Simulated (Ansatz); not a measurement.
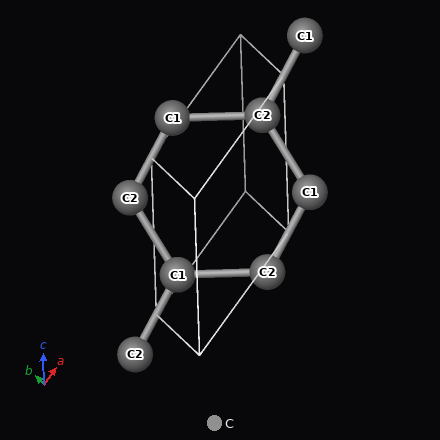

Four computed energy maps of cells of C. The picture above is the structure of the first map.

Map 1

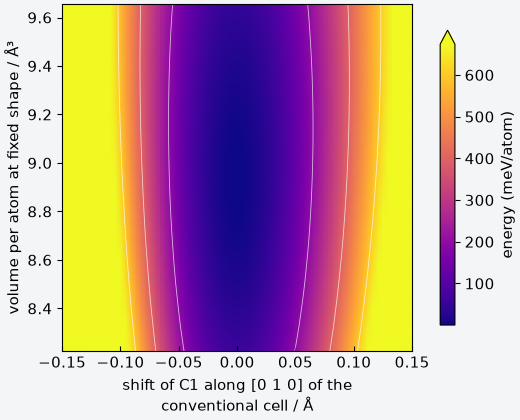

C (Fmmm, No. 69; 2 atoms in the cell). 
- The energy is mapped over a free internal coordinate and the cell.
- The first coordinate is: shift of C1 along [0 1 0] of the conventional cell, Cartesian (0 1 0), its symmetry partners moved as symmetry demands (measured in the relaxed cell); the second: volume per atom at fixed shape.
- Nothing is relaxed (all other coordinates fixed).
- The scan uses a 9 × 9 grid.
- Points are written as (first, second).
- All energies are given in meV/atom relative to the lowest grid point.
- The band gap closes in part of the range.
- Theory: DFT PBE+D3(BJ), scalar-relativistic, plane waves, PAW in Ansatz. Settings: cutoff 520 eV, k-mesh 16×16×16, gaussian smearing 0.03 eV, no spin polarisation.

Drawn: a smooth colour map with a few white contour lines, one colour for all values above the top of the scale. Between grid points the surface is interpolated.

Map 2

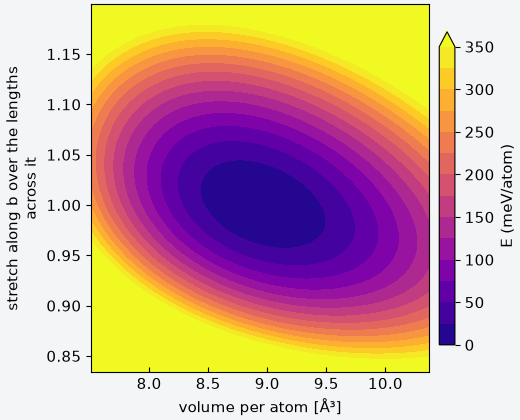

C (Fmmm, No. 69; 2 atoms in the cell). The energy is mapped over volume and the cell's shape. Coordinates scanned: (1) volume per atom; (2) stretch along b over the lengths across it, relative to the relaxed cell. Nothing is relaxed (fractional coordinates fixed). The grid has 9 × 9 points. Points are written as (first, second). All energies are given in meV/atom relative to the lowest grid point. The lowest point has no gap; 66 points of the grid have one on the k-mesh. Computed with DFT PBE+D3(BJ), scalar-relativistic, plane waves, PAW (Ansatz 0.2.0). Settings: cutoff 520 eV, k-mesh 18×18×18, gaussian smearing 0.03 eV, no spin polarisation.

The picture shows filled contours, one colour for all values above the top of the scale. Between grid points the surface is interpolated.

Map 3

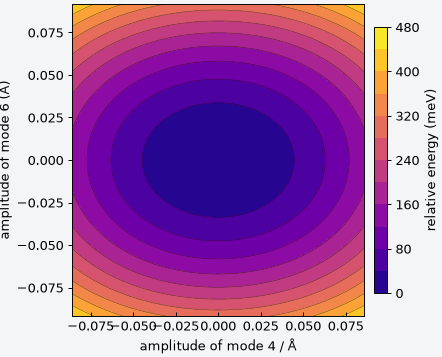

C (Fmmm, No. 69; 4 atoms in the cell). 
- The energy is mapped over two normal modes frozen in (zone-centre modes of the 4-atom cell of this scan, which folds in the wave vector (0, 0, 1/2) of the primitive cell).
- Coordinates scanned: (1) amplitude of mode 4 (478 cm⁻¹), largest displacement; (2) amplitude of mode 6 (633 cm⁻¹), largest displacement.
- Nothing is relaxed (the cell and all other modes fixed).
- The scan uses an 11 × 11 grid; 36 points were computed and 85 follow by symmetry.
- Points are written as (first, second).
- Energies: meV per cell, counted from the lowest grid point.
- These are results of Ansatz 0.2.0, DFT PBE+D3(BJ), scalar-relativistic, plane waves, PAW, not measurements. Settings: cutoff 520 eV, k-mesh 14×10×8 in the order of the run's cell vectors, gaussian smearing 0.03 eV, no spin polarisation.

In the figure: filled contours. Between grid points the surface is interpolated.

Map 4

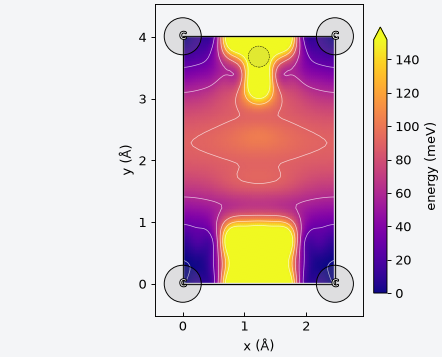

H on a C(011) slab cut from the Fmmm phase, its upper half relaxed before the scan (12 atoms of substrate and one adsorbate in a 2 × 1 cell). H is moved over the surface cell at a fixed height above a rigid substrate; the origin of the map has the adsorbate above C11; the height is held at 2.80 Å. Places are given modulo a cell vector. The map is drawn in real space over the plane of the surface. The grid has 6 × 6 points; 24 points were computed and 12 follow by symmetry. Places are given in fractions of the 1 × 1 surface cell. Energies: meV, counted from the lowest grid point. At a fixed height the lowest place need not be the adsorption site. The calculation used DFT PBE+D3(BJ), scalar-relativistic, plane waves, PAW (Ansatz). Settings: cutoff 420 eV, k-mesh 6×7×1, gaussian smearing 0.05 eV, spin-polarised.

The picture shows a smooth colour map with a few white contour lines, labelled circles for the atoms of the top layer and small ones for the second layer, the outline of one cell of the plane, one colour for all values above the top of the scale. Between grid points the surface is interpolated.

Question: What does each map show?

Answer: Map 1: The lowest grid point is at (0.000 Å, 8.939 Å³). No other kind of well shows on this grid. The highest grid point, (−0.150 Å, 8.224 Å³), lies 1886 meV/atom above the lowest.
Map 2: The lowest grid point is at (8.939 Å³, 1.000). No other kind of well shows on this grid. The highest grid point, (7.509 Å³, 0.834), lies 1194 meV/atom above the lowest. Round the minimum the valley is somewhat tilted: raising volume per atom shifts the best value of the second coordinate downwards (coupling k₁₂/√(k₁₁k₂₂) about 0.4).
Map 3: The lowest grid point is at (0.000 Å, 0.000 Å). It is the only kind of minimum in the scanned range. The highest grid point, (−0.086 Å, −0.092 Å), lies 441 meV above the lowest.
Map 4: The lowest grid point is at the top site over a surface C atom, (0/6, 0/6) of the cell vectors. The bottom of the well lies between grid points, at about (0.92, 0.06) of the cell vectors, about 2.2 meV lower on the interpolated surface. No other kind of well shows on this grid. The highest grid point, (3/6, 5/6) of the cell vectors [nearest 2 C at 3.13 Å], lies 256 meV above the lowest. On the interpolated surface the easiest way out of the lowest well to its copy in the next cell or period passes a barrier of about 70 meV, counted from the interpolated bottom of the well. At the lowest point the adsorbate has 1 C at 2.80 Å as nearest neighbours, at the highest 2 C at 3.13 Å.

Question: Maps 1, 2, 3 start from a relaxed reference structure. Do they show a way to lower its energy?

Answer: No. In each of them the reference is the lowest point, within the accuracy of the grid, so it is stable against the distortions scanned (other distortions weren't tried).

PAW datasets: the set soft_1.
